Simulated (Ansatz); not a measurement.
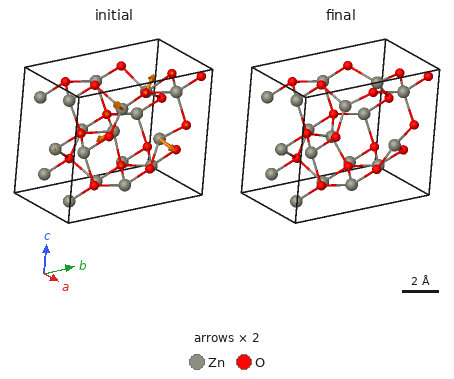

The structure of a defect cell of composition Zn18O17 (cell charge +2) before (left) and after (right) a relaxation, at one scale. The orange arrows give the displacements, 2 times their true length.

A ball-and-stick model of the cell of the calculation (origin shifted), seen slightly off an axis.

Case: O vacancy (site b), charge +2, atoms relaxed at the host's cell.

Theory: DFT PBE, scalar-relativistic, plane waves, PAW in Ansatz. (plane-wave cutoff 420 eV; k-point mesh 3 × 3 × 3; occupations gaussian; smearing width 0.01 eV; no spin polarisation; atoms relaxed in a fixed cell; force threshold 0.025 eV/Å; at most 45 steps)

Question: Summarise the run.

Answer: The largest move is that of a Zn atom, 0.70 Å along [−1 −1 −1]. By element the largest moves are Zn 0.70 Å, O 0.07 Å. The cell doesn't change. Among the contacts that change: O–Zn 2.062 → 1.913 Å, O–Zn 2.042 → 1.917 Å, O–Zn 2.024 → 1.911 Å, O–Zn 2.013 → 1.981 Å. Among the angles between lasting bonds that change: Zn–O–Zn 115.3° → 95.4°, Zn–O–Zn 115.7° → 97.7°, Zn–O–Zn 115.2° → 97.7°. After 5 geometry steps the energy has fallen by 2.247 eV per cell of the calculation. Largest force component: 1.7 eV/Å at the start, 0.014 eV/Å at the end. Cost: 4.9 min on 4 threads of Intel(R) Xeon(R) Processor @ 2.70GHz, on a shared host, peak memory 2.4 GiB.

Limits of the set-up: the periodic images lie only 7.8 Å apart, so the values are limited by the cell's size; the cell is charged, on a uniform background, and energies carry no finite-size correction.
